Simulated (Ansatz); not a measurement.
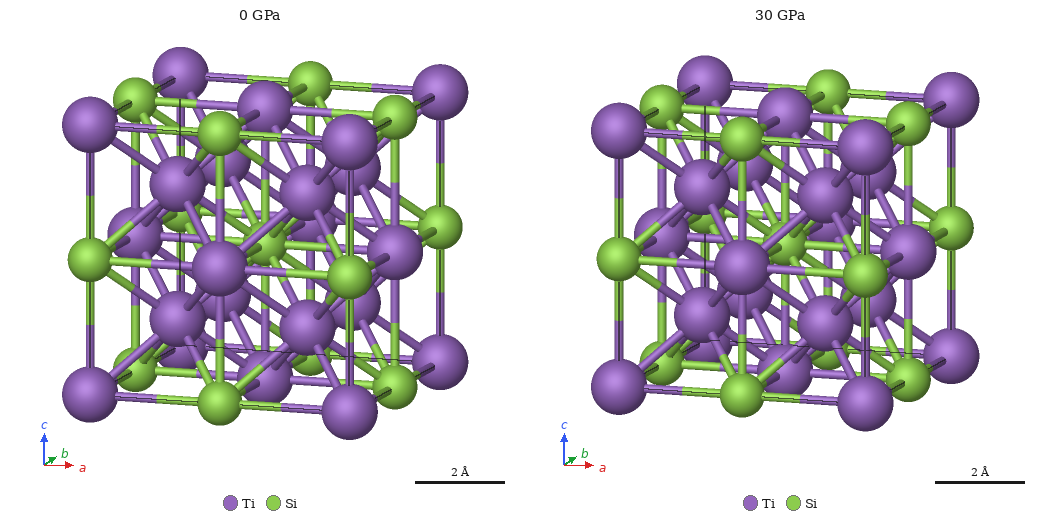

Ti3Si, D0₃ (BiF₃ or Fe₃Al type), space group Fm-3m (No. 225), relaxed (cell and atoms) under a series of hydrostatic pressures; the conventional cell is drawn at the lowest and the highest, to one scale (sticks follow a distance rule). The start was a structure listed in the Materials Project. It needn't be the stable form of this composition.

Alike in all runs: Ansatz 0.2.0; functional PBEsol; potentials Ansatz PAW; cutoff 420 eV; k mesh 7 × 7 × 7 on the run's cell of 4 atoms; occupations fermi-dirac, width 0.05 eV; no spin polarisation; no spin-orbit coupling.

| pressure (GPa) | volume (Å³/atom) | a (Å) |
| --- | --- | --- |
| 0.0 | 14.971 | 6.210 |
| 2.0 | 14.767 | 6.182 |
| 5.0 | 14.484 | 6.142 |
| 10.0 | ? | ? |
| 20.0 | 13.364 | 5.980 |
| 30.0 | 12.796 | 5.894 |

> What equation of state do the given rows imply, and what volume does it predict for the missing row?

The fit gives V0 = 14.97 Å³/atom, B0 = 142 GPa and B0′ = 3.8, which puts the volume at 10.0 GPa at 14.07 Å³/atom. The run gave volume 14.066 Å³/atom; a 6.083 Å.

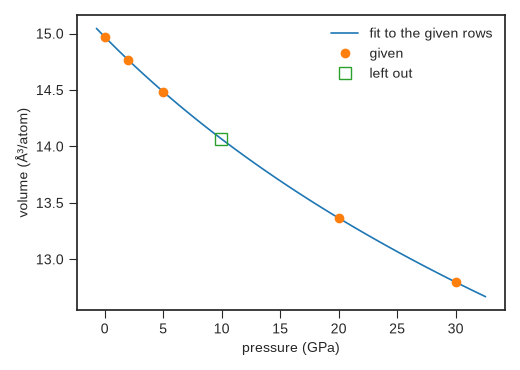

Volume against pressure, with the fit. The structure was kept in its own symmetry, so a change to another phase within this range wouldn't be seen.

Caveat: the plane-wave basis is chosen anew once the cell has moved, so the energies of steps on either side of that aren't comparable.
